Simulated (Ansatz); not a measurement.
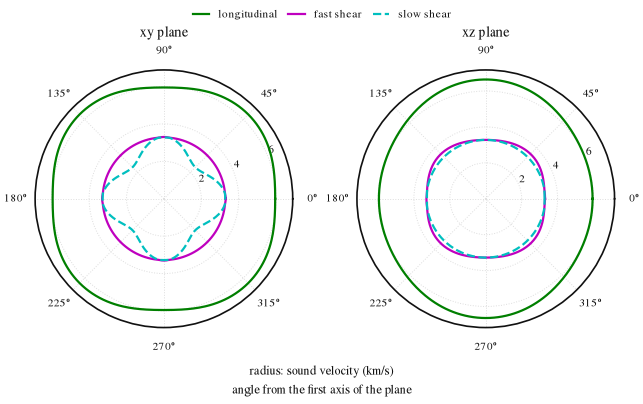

The figure shows the sound velocities against the direction of travel in the xy and xz planes, from the elastic constants and the density for Al₃Cu, space group P4/mmm (No. 123).

Structure:
```
CELL_PARAMETERS angstrom
2.76108 0.00000 0.00000
0.00000 2.76108 0.00000
0.00000 0.00000 7.49811
ATOMIC_POSITIONS crystal
Al 0.00000 0.00000 0.50000
Al 0.50000 0.50000 0.22007
Al 0.50000 0.50000 0.77993
Cu 0.00000 0.00000 0.00000
```

Calculation (Ansatz 0.2.0): elastic stress-strain coefficients at zero temperature from small strains of the given cell, Voigt order xx yy zz yz xz xy, Cartesian axes of the cell vectors; plane waves with PAW datasets, Γ-centred k mesh. Level: LDA, no spin polarisation.

```json
{"setting": "wave cutoff", "value": "420 eV"}
{"setting": "k mesh", "value": "16×16×6"}
{"setting": "occupations", "value": "Fermi–Dirac"}
{"setting": "smearing width", "value": "0.15 eV"}
{"setting": "ions", "value": "relaxed"}
{"setting": "strain amplitude", "value": "0.005"}
```

> How fast does sound travel along the Cartesian axes?

Along x the longitudinal wave runs at 5.95 km/s and the transverse ones at 3.30 and 3.28 km/s; along y the longitudinal wave runs at 5.95 km/s and the transverse ones at 3.30 and 3.28 km/s; along z the longitudinal wave runs at 6.64 km/s and the transverse ones at 3.28 and 3.28 km/s; along x + y they run at 6.38, 3.28 and 2.38 km/s (density 4.2 g/cm³).

Limits of the calculation: metal sensitive to the k mesh.

The computed values:

Stiffness matrix C (GPa), Voigt order:
```
       xx     yy     zz    yz    xz    xy
xx  148.6  101.2   61.0   0.0   0.0   0.0
yy  101.2  148.6   61.0   0.0   0.0   0.0
zz   60.9   60.9  185.2   0.0   0.0   0.0
yz    0.0    0.0    0.0  45.1   0.0   0.0
xz    0.0    0.0    0.0   0.0  45.1   0.0
xy    0.0    0.0    0.0   0.0   0.0  45.8
```
